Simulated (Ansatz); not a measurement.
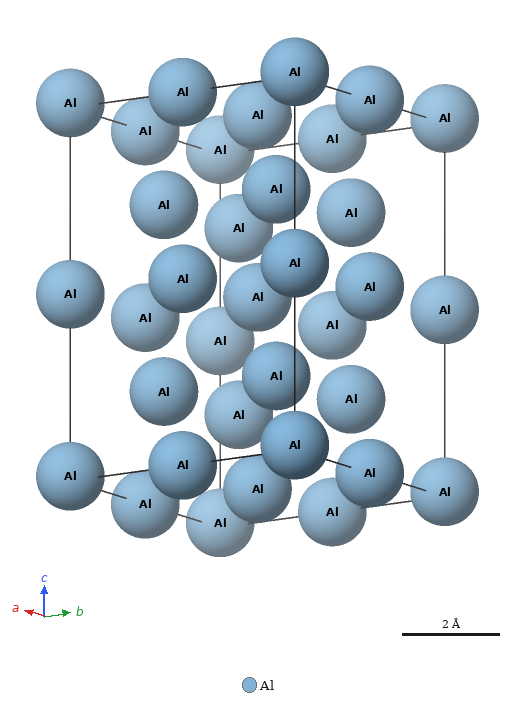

The input geometry (spheres-only view of the cell 2 times as large as that of the calculation, set on its symmetry axes, seen at an oblique angle). An atom can appear more than once, as a periodic image.

## Single-point calculation, with input and output: Al

- system: Al (8 atoms in the cell)
- method: DFT PBEsol+D3(BJ), scalar-relativistic, plane waves, PAW, no spin polarisation (Ansatz 0.2.0)

The structure derives from an entry of the Crystallography Open Database. It belongs to a series of runs on one base structure; here: atom 1 (Al) moved +0.100 A along Cartesian [0 1 0]. Figures and captions count atoms from 1; the log counts them from 0 in places.

Log:
```
Engine: ansatz 0.2.0, x86_64-unknown-linux-gnu
Pseudopotentials: kind: paw
Pseudopotential: Al, paw, valence charge 3, recommended cutoff 420 eV (normal), Al.paw.azcp
Functional definition: PBEsol
  exchange = pbesol_x
  correlation = pbesol_c
Crystal: 8 atoms, lattice volume = 124.439 Å³
Basis set: ecut = 420 eV, 2421 PW (Γ), exchange–correlation on 80×80×80 points (8 copies of the dense FFT grid, shifted against one another)
Bands: 20, of which v1, the nominal top of the filled ones, is band 12 counted from 1 (11 counted from 0)
Symmetry: 8 space group operations
Space group: I4mm (ITA 107), of the structure as read, at distance tolerance 5.0e-5 Å
k-points: 244 of 2744 (time reversal used)
Non-local potential: Al, projectors of the file, l = 0: 2, l = 1: 2, l = 2: 1
PAW form: soft (Blöchl's): semilocal exchange-correlation on the pseudo side does not see the compensation charge
PAW frozen core: Al, regenerated for the run's functional, and the local potential with it (the file was generated under x = pbe(κ = 0.804, μ = 0.2195149727645171), c = pbe(β = 0.06672455060314922))
PAW one-centre angular grid: Al, 110 points (default); XC on 64 Gauss nodes
Initial density: superposition of atomic densities (neutral atoms: chi_scale 0, normalization atom), corrected by the library's trained network
Initial wavefunctions: pseudopotential atomic-orbital guess
Functional: x = pbesol(κ = 0.804, μ = 0.12345679012345678), c = pbesol(β = 0.046)
SCF iter   1: F=—  HF=-4199.016575 eV  |F-HF|=—  |Δ(HF+E_count)|=         —  Δρ=8.25e-4  dr2=4.55e-4  ethr=1.77e-3  ⟨swp⟩=6.5  Hψ=27734  notcnv=0  defer=1
preconditioner: auto → Kerker (q_TF=auto, 2.074 Å⁻¹)  [metal: Δε(μ)=0.003 eV  Ē_g=7.047 eV  σ=0.150 eV  W_gap=0.01  n_scr=14 (ndim 8)  ℏωp=16.3 eV  f_vac=0.000  D(μ)=3.35/eV (n_scr^D=14)]
SCF iter   2: F=—  HF=-4199.016772 eV  |F-HF|=—  |Δ(HF+E_count)|=   1.97e-4  Δρ=4.81e-4  dr2=1.66e-4  ethr=1.89e-6  ⟨swp⟩=1.9  Hψ=8365  notcnv=0  defer=4
SCF iter   3: F=—  HF=-4199.016785 eV  |F-HF|=—  |Δ(HF+E_count)|=   1.32e-5  Δρ=4.15e-5  dr2=1.92e-6  ethr=6.93e-7  ⟨swp⟩=1.0  Hψ=4383  notcnv=0  defer=4
SCF iter   4: F=—  HF=-4199.016864 eV  |F-HF|=—  |Δ(HF+E_count)|=   7.92e-5  Δρ=1.91e-5  dr2=3.09e-7  ethr=8.01e-9  ⟨swp⟩=1.6  Hψ=5521  notcnv=0  defer=4
iter 5 did not close the SCF: its close was put off for the readings that it lacked (scf_convergence_deferred on its scf_iter line)
SCF iter   5: F=-4199.016864 eV  HF=-4199.016864 eV  |F-HF|=7.05e-10  |Δ(HF+E_count)|=   9.13e-8  Δρ=1.81e-6  dr2=3.36e-9  ethr=1.29e-9  ⟨swp⟩=2.2  Hψ=7417  notcnv=0  defer=4
SCF iter   6: F=-4199.016864 eV  HF=-4199.016864 eV  |F-HF|=1.05e-10  |Δ(HF+E_count)|=  5.05e-10  Δρ=3.57e-7  dr2=1.89e-10  ethr=1.40e-11  ⟨swp⟩=7.5  Hψ=24323  notcnv=0
SCF 1 converged in 6 iterations: F = -4199.016864 eV  dr2 = 1.89e-10
  greatest PAW one-centre occupation: 0.450 electrons in one spin orbital (limit 2), on the Al atom at site 0 (counted from 0), in its partial waves of l = 0
```

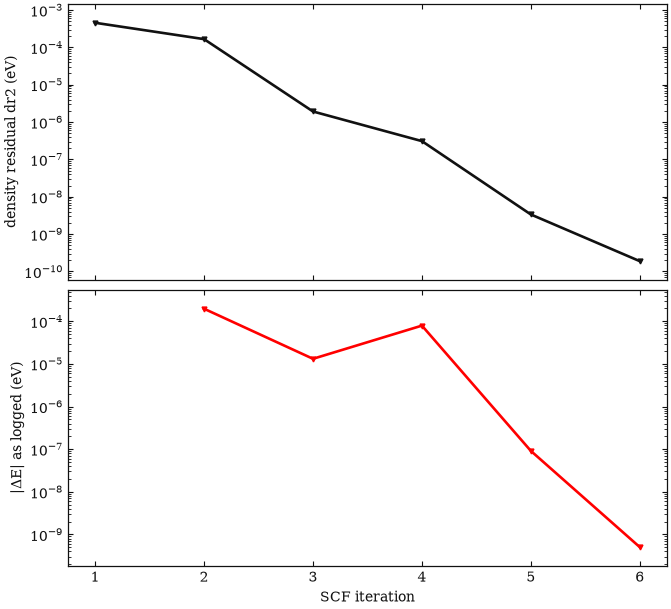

Convergence of the self-consistent field: density residual dr2 and size of the energy change against the SCF iteration. The residual falls at every step.

```
SCF converged after 6 iterations
Free energy (F): -4199.016864 eV
Harris-Foulkes:  -4199.016864 eV  (|F-HF|=1.05e-10)
Internal energy: -4198.979185 eV  (E = F + TS)
E sigma→0 (E₀):  -4198.998025 eV
Entropy (-TS):   -0.037679 eV (-4.710 meV/atom)
Fermi energy:    8.512068 eV
--- Per-component energies (eV) ---
  E_band       = 94.169245
  E_kinetic    = 190.093491
  E_local      = 85.091951  (includes V_loc(G=0)·N_el)
  E_nonlocal   = 83.929239
  E_hartree    = 1.017513
  E_xc         = -318.393097
  E_vxc        = -237.316915  (∫ρ·V_xc dr)
  E_paw        = -3638.528397  (= ΣΔE_a)
  E_vpaw       = -29.663506  (= ΣTr[D̂ρ^β])
  E_aug_tail   = -0.000019  (compensation charges beyond the density's cutoff)
  E_ewald      = -599.645736
  E_disp       = -2.697242  (pairwise vdW)
  E_core_change = 0.153112  (= ΣΔE_core)
  E_smearing   = -0.037679  (= −TS)
  E_closure    = -0.000000  (closes the sum)
  Σ components = -4199.016864   (vs F -4199.016864, Δ=0.00e0)
--- Forces (eV/Å), atoms counted from 1 ---
  atom   1  Al    -0.00000000    -0.55914749     0.00000000
  atom   2  Al    -0.16736593     0.14980734     0.00000000
  atom   3  Al     0.00000000    -0.02907737    -0.00000000
  atom   4  Al    -0.00000000     0.14980734     0.16736593
  atom   5  Al    -0.00000000     0.14980734    -0.16736593
  atom   6  Al     0.00000000    -0.02907737     0.00000000
  atom   7  Al     0.16736593     0.14980734     0.00000000
  atom   8  Al    -0.00000000     0.01807288     0.00000000
  max |Σ_I F_I| component: 6.07e-9 eV/Å
--- Stress (GPa, compression-positive) ---
        0.102879      -0.000000       0.000000
       -0.000000       0.129589       0.000000
        0.000000       0.000000       0.102879
  P = ⅓ Tr σ = 0.1118 GPa (1.118 kbar)
--- Band table (eV; the first three rows and the last of 244) ---
  k-point 0: bands = ["-3.0270", "3.6487", "3.6765", "3.6765", "3.6826", "4.0554", "4.0558", "4.0558", "4.0811", "5.4572", "5.4572", "5.4601", "6.8797", "6.8820", "6.8885", "13.7430", "13.7430", "13.7519", "14.3701", "14.3727"]
  k-point 1: bands = ["-2.9910", "2.9124", "3.5060", "3.5274", "3.5539", "4.2464", "4.2715", "4.2946", "4.8815", "5.2316", "5.2471", "5.2672", "7.1403", "7.1579", "7.1794", "13.0790", "13.1143", "13.1558", "14.3965", "14.4083"]
  k-point 2: bands = ["-2.8830", "2.0583", "3.3081", "3.3328", "3.3598", "4.6352", "4.6545", "4.6875", "4.8236", "4.8552", "4.8746", "5.9268", "7.7337", "7.7579", "7.7863", "12.1610", "12.1943", "12.2314", "14.4869", "14.4988"]
  k-point 243: bands = ["-0.7603", "-0.6286", "1.5993", "1.5993", "1.6006", "1.6035", "7.5110", "7.5110", "7.6704", "7.6704", "8.5502", "8.5587", "9.7384", "9.7439", "9.7439", "9.7447", "9.9460", "9.9580", "11.4286", "11.4307"]
```

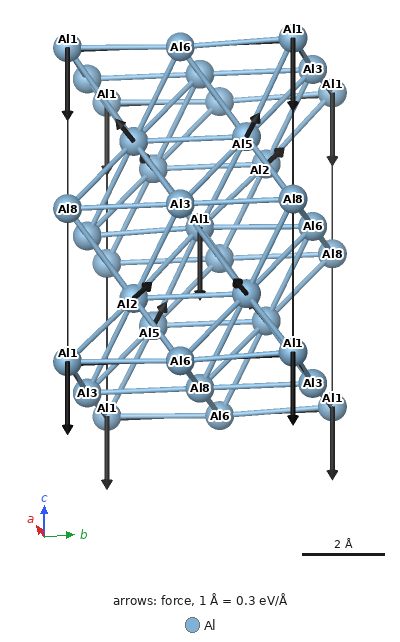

Forces on the atoms as black arrows (ball-and-stick view of the cell 2 times as large as that of the calculation, set on its symmetry axes, seen at an oblique angle; atoms are numbered from 1 in the order of the input); the smallest are left out. The largest act on Al1 (0.56 eV/Å); Al2, Al4, Al5, Al7 (0.22 eV/Å). The geometry is not a stationary point of this energy.

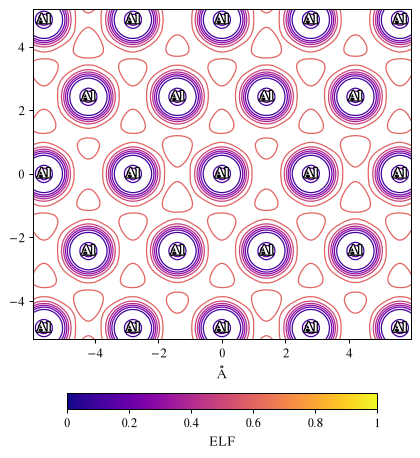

Electron localisation function on the (101̄) plane of the conventional cell. Al–Al (2.80 Å): the ELF peaks at about 0.60 between the atoms. In a PAW calculation such maps are meaningful between the atoms, not at the nuclei.

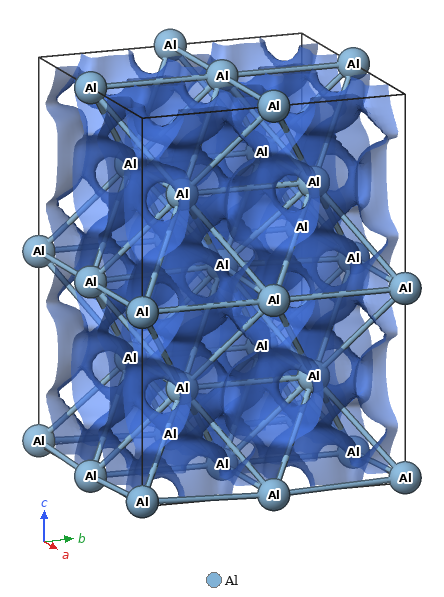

Isosurface of the ELF at 0.55 (blue), seen slightly off an axis. Core shells and regions of very low density are left out. Sticks mark near contacts. The outline is the cell set on symmetry axes. Values along the shortest contacts: Al–Al (2.73 Å): the ELF peaks at about 0.65 between the atoms. Al–Al (2.80 Å): the ELF peaks at about 0.60 between the atoms.

The run was set up as follows.

The input:
```yaml
crystal:
  lattice:
    - [-3.962555228, 3.962555228, 0.0]
    - [-3.962555228, 0.0, 3.962555228]
    - [0.0, 3.962555228, 3.962555228]
  atoms:
    - { symbol: Al, position: [0.0126181207, -0.0126181207, 0.0126181207] }
    - { symbol: Al, position: [0.5, 0.0, 0.0] }
    - { symbol: Al, position: [0.0, 0.5, 0.0] }
    - { symbol: Al, position: [0.0, 0.0, 0.5] }
    - { symbol: Al, position: [0.5, 0.5, 0.0] }
    - { symbol: Al, position: [0.5, 0.0, 0.5] }
    - { symbol: Al, position: [0.0, 0.5, 0.5] }
    - { symbol: Al, position: [0.5, 0.5, 0.5] }
basis:
  ecutwfc: 420
kpoints:
  mp_grid: { grid: [14, 14, 14] }
hamiltonian:
  xc: pbesol
  dispersion: d3bj
scf:
  occupations: { method: gaussian, width: 0.15 }
output:
  forces: true
  stress: true
  eigenvalues: true
  write_density: true
  write_potential: true
  elf: true
  volumetric_format: npy
```

Launch command:
```bash
ansatz run input.yaml --threads 1 --pin off --max-ram 2560MiB --backend cpu --events-out ev --progress --plain --runs-dir out
```

Key numbers:

```json
{"quantity": "outcome", "value": "converged"}
{"quantity": "space group (tolerance 0.01 Å)", "value": "I4mm (107)"}
{"quantity": "electrons treated", "value": "24"}
{"quantity": "free energy", "value": "−4199.0169 eV"}
{"quantity": "Fermi energy", "value": "8.512 eV"}
{"quantity": "gap on the k-point mesh", "value": "none (metallic)"}
{"quantity": "pressure", "value": "0.11 GPa"}
{"quantity": "largest force (length of the vector)", "value": "0.559 eV/Å"}
{"quantity": "hardware", "value": "1 thread of Intel Xeon (Granite Rapids), 32 GiB of memory available, shared host"}
{"quantity": "wall time", "value": "24 s"}
{"quantity": "peak memory", "value": "0.8 GiB"}
```
